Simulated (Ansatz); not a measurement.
HC₈ (slab)

```cif
data_structure
_symmetry_space_group_name_H-M 'P 1'
_symmetry_Int_Tables_number 1
_cell_length_a 2.4653
_cell_length_b 2.4653
_cell_length_c 63.4402
_cell_angle_alpha 90.000
_cell_angle_beta 90.000
_cell_angle_gamma 120.000
_cell_volume 333.91
loop_
_atom_site_label
_atom_site_type_symbol
_atom_site_fract_x
_atom_site_fract_y
_atom_site_fract_z
_atom_site_occupancy
C1 C 0.00000 0.00000 0.13398 1
C2 C 0.66667 0.33333 0.13399 1
C3 C 0.00000 0.00000 0.45741 1
C4 C 0.33333 0.66667 0.45740 1
C5 C 0.00000 0.00000 0.51063 1
C6 C 0.66667 0.33333 0.51064 1
C7 C 0.33333 0.66667 0.83157 1
C8 C 0.00000 0.00000 0.83561 1
H1 H 0.00000 0.00000 0.85417 1
```

Computed without spin polarisation; the SCF solution may not be the lowest one.

Level of theory: Ansatz 0.2.0, DFT PBE+D3(BJ), scalar-relativistic, plane waves, PAW.

**Predict the valence pseudo-density and electron localisation function between the atoms.**

C–H (1.18 Å): the density is about 1.6 e/Å³ at the midpoint; the ELF climbs to about 1 towards the hydrogen, as it does in any bond to H; an ordinary covalent bond to hydrogen.

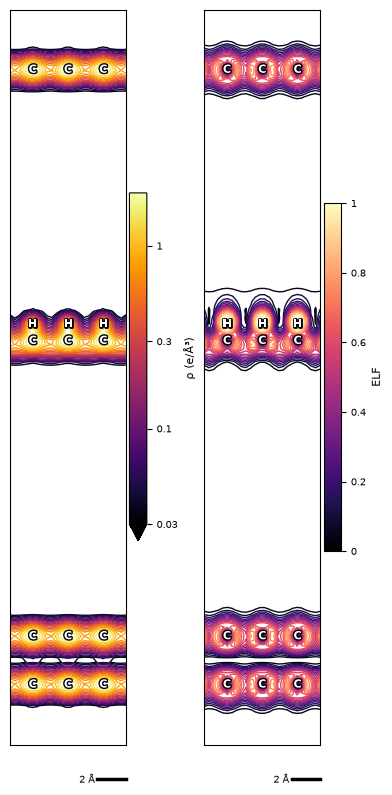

Computed valence pseudo-density and electron localisation function on the (010) plane of the calculation cell, a cut from vacuum to vacuum, in this order. Atoms just off the plane (C, 0.7 Å away) can leave unmarked features too.

Core electrons are frozen (PAW), and the valence fields are smoothed inside the atomic spheres.
